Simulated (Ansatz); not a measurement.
Na2H5

Input file:

```
crystal:
  lattice:
    - [4.1078440308, 0.0, 0.0]
    - [-2.0539220154, 3.5574972854, 0.0]
    - [0.0, 0.0, 8.9307133322]
  atoms:
    - { symbol: Na, position: [0.0, 0.0, 0.7219553813] }
    - { symbol: Na, position: [0.0, 0.0, 0.2780446187] }
    - { symbol: H, position: [0.3333333333, 0.6666666667, 0.044003767] }
    - { symbol: H, position: [0.3333333333, 0.6666666667, 0.955996233] }
    - { symbol: H, position: [0.6666666667, 0.3333333333, 0.955996233] }
    - { symbol: H, position: [0.6666666667, 0.3333333333, 0.044003767] }
    - { symbol: H, position: [0.0, 0.0, 0.5] }
basis:
  ecutwfc: 420
kpoints:
  mp_grid: { grid: [12, 12, 4] }
hamiltonian:
  xc: pbe
scf:
  occupations: { method: gaussian, width: 0.1 }
output:
  forces: true
  stress: true
  eigenvalues: true
  write_density: true
  write_potential: true
  elf: true
  volumetric_format: npy
relax:
  adjacent_minimum: "off"
  f_tol: 0.01
  max_steps: 80
  cell: { stress_tol: 0.05 }
```

Launched as:

```sh
ansatz run input.yaml --threads 1 --pin off --max-ram 2560MiB --backend cpu --events-out ev --progress --plain --runs-dir out
```

Below, planes, directions and counts refer to the conventional cell (a = 4.12 Å, b = 4.12 Å, c = 8.99 Å, α = 90.00°, β = 90.00°, γ = 120.00°).

The fields are those of the relaxed geometry.

Space group P6/mmm; a structure generated by program, which may or may not match a known phase; computed without spin polarisation.

Theory: Ansatz 0.2.0, DFT PBE, scalar-relativistic, plane waves, PAW.

> What will maps of the valence pseudo-density and electron localisation function show?

Na–H (1.98 Å): ρ at the midpoint is about 0.2 e/Å³; the ELF climbs to about 1 towards the hydrogen.

> Does the calculation give a band gap?

It is gapless in this calculation (a metal or semimetal).

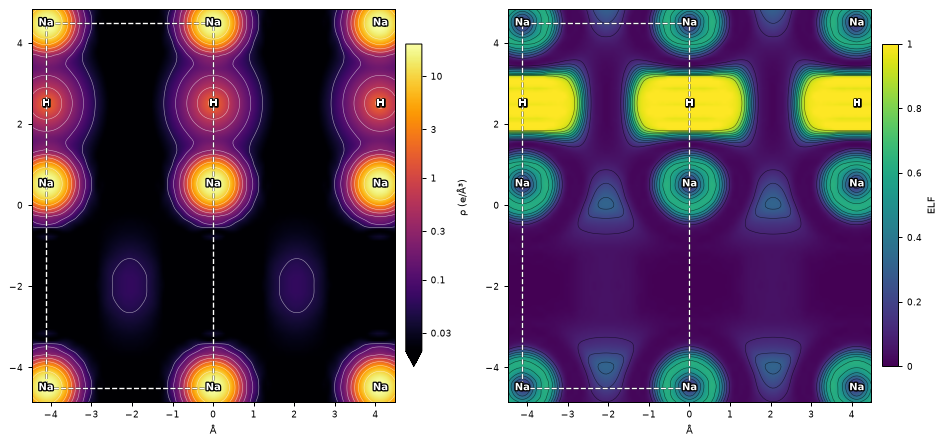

Computed valence pseudo-density and electron localisation function on the (100) plane of the conventional cell, in this order. 

The density is the valence pseudo-density of a PAW calculation; it isn't the true density close to the nuclei.
